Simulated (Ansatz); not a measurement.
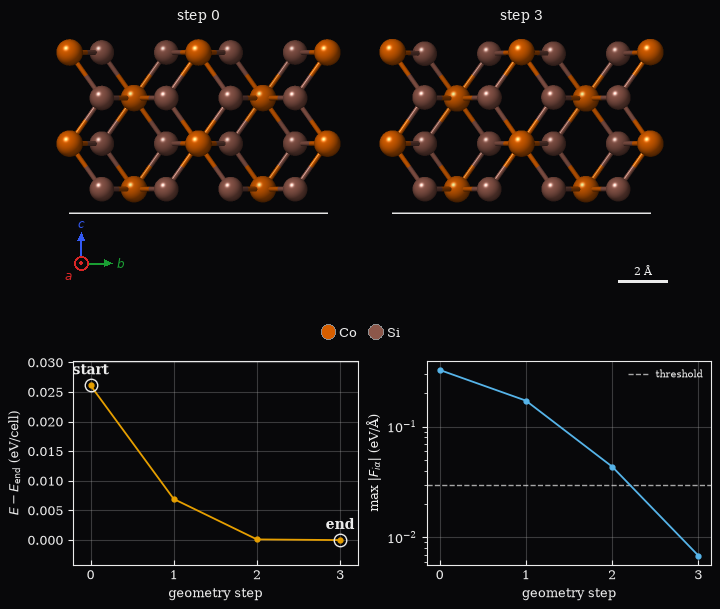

First and last geometry of a constrained relaxation of a slab of composition CoSi$_{2}$ (cut from the Fm-3m phase), with the history of the run. Style: ball-and-stick. Shown: the 1 × 2 repeat of the cell, outlined in the plane, without the vacuum, along the a axis.

Case: clean slab, lower half held. The slab is the (1 1 0) face of CoSi2. 6 atoms are held fixed.

The calculation used Ansatz 0.2.0, DFT PBEsol, scalar-relativistic, plane waves, PAW.

Input file:
```yaml
crystal:
  lattice:
    - [3.7565103784, 0.0, 0.0]
    - [0.0, 5.3125079244, 0.0]
    - [0.0, 0.0, 22.6347655676]
  atoms:
    - { symbol: Co, position: [0.5, 0.5, 0.3755285194] }
    - { symbol: Si, position: [0.0, 0.75, 0.3755285194] }
    - { symbol: Si, position: [0.0, 0.25, 0.3755285194] }
    - { symbol: Co, position: [0.0, 0.0, 0.4585095065] }
    - { symbol: Si, position: [0.5, 0.25, 0.4585095065] }
    - { symbol: Si, position: [0.5, 0.75, 0.4585095065] }
    - { symbol: Co, position: [0.5, 0.5, 0.5414904935] }
    - { symbol: Si, position: [0.0, 0.75, 0.5414904935] }
    - { symbol: Si, position: [0.0, 0.25, 0.5414904935] }
    - { symbol: Co, position: [0.0, 0.0, 0.6244714806] }
    - { symbol: Si, position: [0.5, 0.25, 0.6244714806] }
    - { symbol: Si, position: [0.5, 0.75, 0.6244714806] }
basis:
  ecutwfc: 420
kpoints:
  mp_grid: { grid: [8, 6, 1] }
hamiltonian:
  xc: pbesol
scf:
  occupations: { method: gaussian, width: 0.1 }
output:
  forces: true
  eigenvalues: true
  write_density: true
  write_potential: true
  elf: true
  volumetric_format: npy
relax:
  adjacent_minimum: "off"
  f_tol: 0.03
  max_steps: 70
  constraints: [{ sites: [0, 1, 2, 3, 4, 5] }]
efield:
  axis: 3
  dipole_correction: true
  ramp_width: 0.04
```

Run as
```bash
ansatz run input.yaml --threads 2 --pin off --max-ram 5120MiB --backend cpu --events-out ev --progress --plain --runs-dir out
```

**What do the curves and the structures tell?**

It converged. The largest moves, 0.050 Å, are those of Si11 and Si12. Si12 goes along the normal (−c). By element the largest moves are Si 0.050 Å, Co 0.018 Å. The cell doesn't change. Some distances before and after: Co7–Si11 2.300 → 2.275 Å, Co4–Si8 2.300 → 2.314 Å, Si5–Co7 2.300 → 2.287 Å. Bond angles that change, for instance: Si11–Co10–Si12 180.0° → 176.6°. After 3 geometry steps the energy has fallen by 26.1 meV per cell of the calculation. Largest force component: 0.32 eV/Å at the start, 0.0069 eV/Å at the end. The run took 2.9 min on 2 threads of AMD EPYC 7R43 64-Core Processor (Zen 3), with other jobs on the host, peak memory 0.95 GiB.

Limits of the set-up: an element that often carries a moment was run without spin polarisation.
